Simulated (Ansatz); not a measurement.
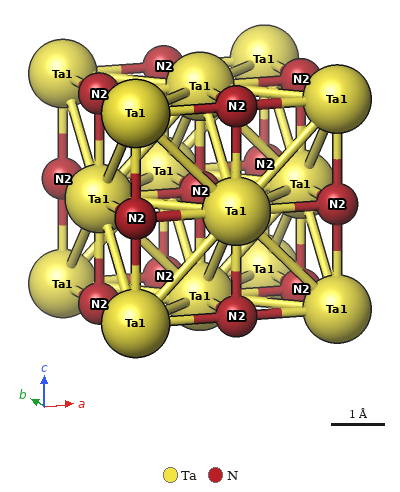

Figure 1. The input geometry (ball-and-stick view of the cell 4 times as large as that of the calculation, set on its symmetry axes, seen slightly off an axis; atoms are numbered from 1 in the order of the input). Near neighbours in the crystal (not all of them lie inside the picture): Ta has 6 N at 2.03 Å and 12 Ta at 2.88 Å; N has 6 Ta at 2.03 Å.

**Geometry relaxation of TaN (part 1 of 2)**

TaN (2 atoms in the cell), computed with DFT, PBE, PAW with Ansatz's default frozen-core files, scalar-relativistic, no spin polarisation (Ansatz 0.2.0).

The structure was built on a prototype by a generator; it need not be a known phase. Its volume is 0.78 times that of the source entry. It belongs to a series of runs on one base structure; here: rocksalt relaxed under pressure, PAW files. Figures and captions count atoms from 1; the log counts them from 0 in places.

## Log
```
Engine: ansatz 0.2.0, x86_64-unknown-linux-gnu
Pseudopotentials: kind: paw
Pseudopotential: Ta, paw, valence charge 13, recommended cutoff 420 eV (normal), Ta.paw.azcp
Pseudopotential: N, paw, valence charge 5, recommended cutoff 420 eV (normal), N.paw.azcp
Functional definition: PBE
  parameter kappa = 0.804
  parameter beta = 0.06672455060314922
  exchange = pbe_x(kappa = kappa, mu = beta*pi^2/3)
  correlation = pbe_c(beta = beta)
Crystal: 2 atoms, lattice volume = 16.807 Å³
Basis set: ecut = 420 eV, 331 PW (Γ), exchange–correlation on 40×40×40 points (8 copies of the dense FFT grid, shifted against one another)
Bands: 13, of which v1, the nominal top of the filled ones, is band 9 counted from 1 (8 counted from 0)
Symmetry: 48 space group operations
Space group: Fm-3m (ITA 225), of the structure as read, at distance tolerance 2.6e-5 Å
k-points: 165 of 4913
Non-local potential: Ta, projectors of the file, l = 0: 3, l = 1: 2, l = 2: 2, l = 3: 1
Non-local potential: N, projectors of the file, l = 0: 2, l = 1: 2, l = 2: 1
PAW form: soft (Blöchl's): semilocal exchange-correlation on the pseudo side does not see the compensation charge
PAW one-centre angular grid: Ta, 590 points (default); XC on 64 Gauss nodes
PAW one-centre angular grid: N, 110 points (default); XC on 64 Gauss nodes
Initial density: superposition of atomic densities (neutral atoms: chi_scale 0, normalization atom), corrected by the library's trained network
Initial wavefunctions: pseudopotential atomic-orbital guess
Functional: x = pbe(κ = 0.804, μ = 0.2195149727645171), c = pbe(β = 0.06672455060314922)
SCF iter   1: F=—  HF=-10316.253197 eV  |F-HF|=—  |Δ(HF+E_count)|=         —  Δρ=4.13e-3  dr2=1.41e-3  ethr=1.77e-3  ⟨swp⟩=6.1  Hψ=25967  notcnv=0  defer=32
automatic band count: the SCF goes on with 17 bands, as 13 were too few: the levels above may hold too much charge
preconditioner: auto → none  [metal: Δε(μ)=0.096 eV  Ē_g=18.738 eV  σ=0.050 eV  W_gap=0.39  n_scr=8 (ndim 8)  ℏωp=28.6 eV  f_vac=0.000  D(μ)=0.49/eV (n_scr^D=0)  sad-step TF]
SCF iter   2: F=—  HF=-10316.253225 eV  |F-HF|=—  |Δ(HF+E_count)|=   2.83e-5  Δρ=2.47e-3  dr2=5.33e-4  ethr=7.86e-6  ⟨swp⟩=1.5  Hψ=4421  notcnv=0  defer=89
SCF iter   3: F=—  HF=-10316.253310 eV  |F-HF|=—  |Δ(HF+E_count)|=   8.52e-5  Δρ=1.79e-4  dr2=3.33e-6  ethr=2.96e-6  ⟨swp⟩=2.3  Hψ=3207  notcnv=0  defer=89
SCF iter   4: F=—  HF=-10316.253308 eV  |F-HF|=—  |Δ(HF+E_count)|=   1.93e-6  Δρ=1.68e-5  dr2=1.57e-8  ethr=1.85e-8  ⟨swp⟩=2.4  Hψ=3554  notcnv=0  defer=89
iter 5 did not close the SCF: its close was put off for the readings that it lacked (scf_convergence_deferred on its scf_iter line)
SCF iter   5: F=-10316.253308 eV  HF=-10316.253308 eV  |F-HF|=1.09e-10  |Δ(HF+E_count)|=   1.56e-8  Δρ=2.44e-6  dr2=4.11e-10  ethr=8.71e-11  ⟨swp⟩=2.0  Hψ=3907  notcnv=0  defer=89
SCF iter   6: F=-10316.253308 eV  HF=-10316.253308 eV  |F-HF|=1.82e-12  |Δ(HF+E_count)|=  2.00e-11  Δρ=3.54e-7  dr2=4.33e-12  ethr=2.28e-12  ⟨swp⟩=8.3  Hψ=14596  notcnv=0
SCF 1 converged in 6 iterations: F = -10316.253308 eV  dr2 = 4.33e-12
  greatest PAW one-centre occupation: 1.000 electrons in one spin orbital (limit 2), on the Ta atom at site 0 (counted from 0), in its partial waves of l = 0
relax step   1: F+E_penalty+E_count = -10316.25330804 eV  Δ(F+E_penalty+E_count) = +0.000e0 eV  max|allowed force component| = 3.576e-29 eV/Å  Δτ_max = 0.0000 Å  P = +141.107 GPa  Ω = 16.807 Å³  (6 SCF iters, accepted)
Crystal: 2 atoms, lattice volume = 16.842 Å³
Bands: 17, of which v1, the nominal top of the filled ones, is band 9 counted from 1 (8 counted from 0)
Initial density: handed on by an earlier stage of this run
Initial wavefunctions: those handed on with the density
iter 1 solved again at ethr=2.61e-7 eV; its pass at ethr=3.10e-3 eV (dr2=4.70e-5 eV) is discarded
SCF iter   1: F=—  HF=-10316.283472 eV  |F-HF|=—  |Δ(HF+E_count)|=         —  Δρ=5.53e-4  dr2=4.50e-5  ethr=2.61e-7  ⟨swp⟩=2.1  Hψ=14729  notcnv=0
preconditioner: auto → none  [metal: Δε(μ)=0.094 eV  Ē_g=18.705 eV  σ=0.050 eV  W_gap=0.38  n_scr=8 (ndim 8)  ℏωp=28.6 eV  f_vac=0.000  D(μ)=0.49/eV (n_scr^D=0)]
SCF iter   2: F=—  HF=-10316.283462 eV  |F-HF|=—  |Δ(HF+E_count)|=   9.99e-6  Δρ=2.01e-4  dr2=6.83e-6  ethr=2.50e-7  ⟨swp⟩=1.1  Hψ=2855  notcnv=0
iter 3 did not close the SCF: its close was put off for the readings that it lacked (scf_convergence_deferred on its scf_iter line)
SCF iter   3: F=-10316.283460 eV  HF=-10316.283460 eV  |F-HF|=1.02e-7  |Δ(HF+E_count)|=   1.90e-6  Δρ=3.14e-5  dr2=1.53e-7  ethr=3.79e-8  ⟨swp⟩=1.1  Hψ=2835  notcnv=0
iter 4 did not close the SCF: its close was put off for the readings that it lacked (scf_convergence_deferred on its scf_iter line)
SCF iter   4: F=-10316.283460 eV  HF=-10316.283460 eV  |F-HF|=9.06e-10  |Δ(HF+E_count)|=   4.10e-8  Δρ=4.60e-6  dr2=2.10e-9  ethr=8.53e-10  ⟨swp⟩=1.8  Hψ=3020  notcnv=0
iter 5 did not close the SCF: its close was put off for the readings that it lacked (scf_convergence_deferred on its scf_iter line)
SCF iter   5: F=-10316.283460 eV  HF=-10316.283460 eV  |F-HF|=2.55e-11  |Δ(HF+E_count)|=  9.20e-10  Δρ=9.31e-7  dr2=8.21e-11  ethr=1.17e-11  ⟨swp⟩=2.1  Hψ=4094  notcnv=0
SCF iter   6: F=-10316.283460 eV  HF=-10316.283460 eV  |F-HF|=7.28e-12  |Δ(HF+E_count)|=  1.09e-11  Δρ=1.92e-7  dr2=3.71e-12  ethr=1.00e-12  ⟨swp⟩=4.1  Hψ=10859  notcnv=0
SCF 2 converged in 6 iterations: F = -10316.283460 eV  dr2 = 3.71e-12
relax step   2: F+E_penalty+E_count = -10316.28346036 eV  Δ(F+E_penalty+E_count) = -3.015e-2 eV  max|allowed force component| = 4.372e-30 eV/Å  Δτ_max = 0.0000 Å  P = +139.304 GPa  Ω = 16.842 Å³  energy of the carried Pulay correction = -1.303e-4 eV  (6 SCF iters, dr2 threshold 2.00e-7 eV, accepted)
Crystal: 2 atoms, lattice volume = 16.828 Å³
iter 1 solved again at ethr=3.90e-8 eV; its pass at ethr=3.10e-3 eV (dr2=7.02e-6 eV) is discarded
SCF iter   1: F=—  HF=-10316.271857 eV  |F-HF|=—  |Δ(HF+E_count)|=         —  Δρ=2.14e-4  dr2=6.73e-6  ethr=3.90e-8  ⟨swp⟩=2.1  Hψ=14736  notcnv=0
preconditioner: auto → none  [metal: Δε(μ)=0.095 eV  Ē_g=18.719 eV  σ=0.050 eV  W_gap=0.38  n_scr=8 (ndim 8)  ℏωp=28.6 eV  f_vac=0.000  D(μ)=0.49/eV (n_scr^D=0)]
SCF iter   2: F=—  HF=-10316.271855 eV  |F-HF|=—  |Δ(HF+E_count)|=   1.26e-6  Δρ=7.69e-5  dr2=9.99e-7  ethr=3.74e-8  ⟨swp⟩=1.0  Hψ=2837  notcnv=0
iter 3 did not close the SCF: its close was put off for the readings that it lacked (scf_convergence_deferred on its scf_iter line)
SCF iter   3: F=-10316.271855 eV  HF=-10316.271855 eV  |F-HF|=1.51e-8  |Δ(HF+E_count)|=   2.76e-7  Δρ=1.21e-5  dr2=2.28e-8  ethr=5.55e-9  ⟨swp⟩=1.0  Hψ=2826  notcnv=0
iter 4 did not close the SCF: its close was put off for the readings that it lacked (scf_convergence_deferred on its scf_iter line)
SCF iter   4: F=-10316.271855 eV  HF=-10316.271855 eV  |F-HF|=1.29e-10  |Δ(HF+E_count)|=   6.16e-9  Δρ=1.73e-6  dr2=3.05e-10  ethr=1.27e-10  ⟨swp⟩=1.6  Hψ=2974  notcnv=0
iter 5 did not close the SCF: its close was put off for the readings that it lacked (scf_convergence_deferred on its scf_iter line)
SCF iter   5: F=-10316.271855 eV  HF=-10316.271855 eV  |F-HF|=5.46e-12  |Δ(HF+E_count)|=  1.56e-10  Δρ=3.55e-7  dr2=1.35e-11  ethr=1.69e-12  ⟨swp⟩=2.1  Hψ=4116  notcnv=0
SCF iter   6: F=-10316.271855 eV  HF=-10316.271855 eV  |F-HF|=9.09e-12  |Δ(HF+E_count)|=  9.09e-12  Δρ=7.17e-8  dr2=5.59e-13  ethr=1.00e-12  ⟨swp⟩=4.0  Hψ=10104  notcnv=0
SCF 3 converged in 6 iterations: F = -10316.271855 eV  dr2 = 5.59e-13
relax step   3: F+E_penalty+E_count = -10316.27185510 eV  Δ(F+E_penalty+E_count) = +1.161e-2 eV  max|allowed force component| = 3.188e-30 eV/Å  Δτ_max = 0.0000 Å  P = +139.999 GPa  Ω = 16.828 Å³  energy of the carried Pulay correction = -7.999e-5 eV  (6 SCF iters, dr2 threshold 2.00e-7 eV, accepted)
Initial wavefunctions: pseudopotential atomic-orbital guess (no wavefunctions were taken with the density)
iter 1 solved again at ethr=8.37e-9 eV; its pass at ethr=3.10e-3 eV (dr2=1.51e-6 eV) is discarded
SCF iter   1: F=—  HF=-10316.271931 eV  |F-HF|=—  |Δ(HF+E_count)|=         —  Δρ=8.45e-6  dr2=1.94e-9  ethr=8.37e-9  ⟨swp⟩=3.5  Hψ=21919  notcnv=0
preconditioner: auto → none  [metal: Δε(μ)=0.094 eV  Ē_g=18.719 eV  σ=0.050 eV  W_gap=0.38  n_scr=8 (ndim 8)  ℏωp=28.6 eV  f_vac=0.000  D(μ)=0.49/eV (n_scr^D=0)]
SCF iter   2: F=—  HF=-10316.271931 eV  |F-HF|=—  |Δ(HF+E_count)|=   2.36e-7  Δρ=3.42e-6  dr2=2.57e-10  ethr=1.08e-11  ⟨swp⟩=2.3  Hψ=4420  notcnv=0
iter 3 did not close the SCF: its close was put off for the readings that it lacked (scf_convergence_deferred on its scf_iter line)
SCF iter   3: F=-10316.271931 eV  HF=-10316.271931 eV  |F-HF|=2.55e-11  |Δ(HF+E_count)|=  3.62e-10  Δρ=8.41e-7  dr2=1.47e-11  ethr=1.43e-12  ⟨swp⟩=2.1  Hψ=3500  notcnv=0
iter 4 did not close the SCF: its close was put off for the readings that it lacked (scf_convergence_deferred on its scf_iter line)
SCF iter   4: F=-10316.271931 eV  HF=-10316.271931 eV  |F-HF|=0.00e0  |Δ(HF+E_count)|=  3.64e-11  Δρ=1.18e-7  dr2=3.84e-13  ethr=1.00e-12  ⟨swp⟩=1.0  Hψ=2805  notcnv=0
iter 5 did not close the SCF: its close was put off for the readings that it lacked (scf_convergence_deferred on its scf_iter line)
SCF iter   5: F=-10316.271931 eV  HF=-10316.271931 eV  |F-HF|=1.82e-12  |Δ(HF+E_count)|=  3.64e-12  Δρ=2.44e-8  dr2=3.71e-14  ethr=1.00e-12  ⟨swp⟩=1.0  Hψ=2805  notcnv=0
iter 6 did not close the SCF: its close was put off for the readings that it lacked (scf_convergence_deferred on its scf_iter line)
SCF iter   6: F=-10316.271931 eV  HF=-10316.271931 eV  |F-HF|=1.82e-12  |Δ(HF+E_count)|=  1.82e-12  Δρ=1.11e-8  dr2=6.12e-15  ethr=1.00e-12  ⟨swp⟩=1.0  Hψ=2805  notcnv=0
SCF iter   7: F=-10316.271931 eV  HF=-10316.271931 eV  |F-HF|=3.64e-12  |Δ(HF+E_count)|=  7.28e-12  Δρ=2.97e-9  dr2=4.84e-16  ethr=1.00e-12  ⟨swp⟩=2.0  Hψ=7193  notcnv=0
SCF 4 converged in 7 iterations: F = -10316.271931 eV  dr2 = 4.84e-16
relax step   4: F+E_penalty+E_count = -10316.27193080 eV  Δ(F+E_penalty+E_count) = -7.569e-5 eV  max|allowed force component| = 4.996e-30 eV/Å  Δτ_max = 0.0000 Å  P = +140.007 GPa  Ω = 16.828 Å³  stress off target by 6.87e-3 GPa  SCF on the basis re-selected at this cell (its energy is not comparable with the rows above)  (7 SCF iters)
```

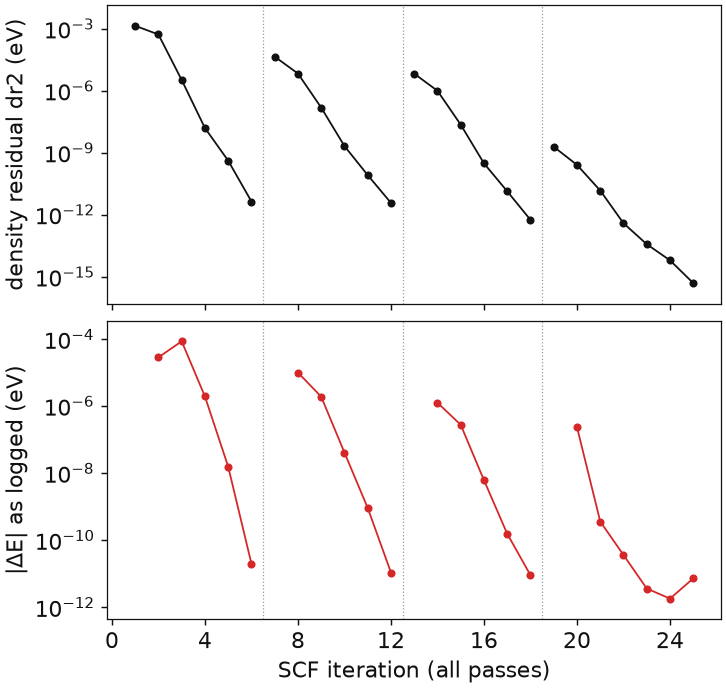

Figure 2. Convergence of the self-consistent field: density residual dr2 and size of the energy change against the SCF iteration. The dotted lines part the SCF passes of the relaxation: geometry steps, rejected trials and re-solves on a re-selected basis. The passes take 6, 6, 6 and 7 iterations.

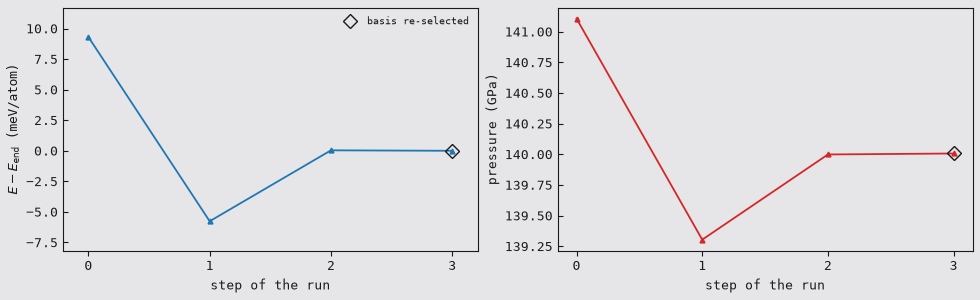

Figure 3. Progress of the relaxation, step by step (the first geometry is step 0 here and step 1 in the log). The atoms keep their places relative to the cell (all moves are under 0.005 Å). Over 2 geometry steps the energy falls by 9.3 meV per atom. All forces vanish by symmetry, so only the cell relaxes. The pressure goes from 141.11 to 140.01 GPa. A last SCF at the same geometry on a re-selected plane-wave basis shifts the energy by next to nothing (0.0 meV per atom).
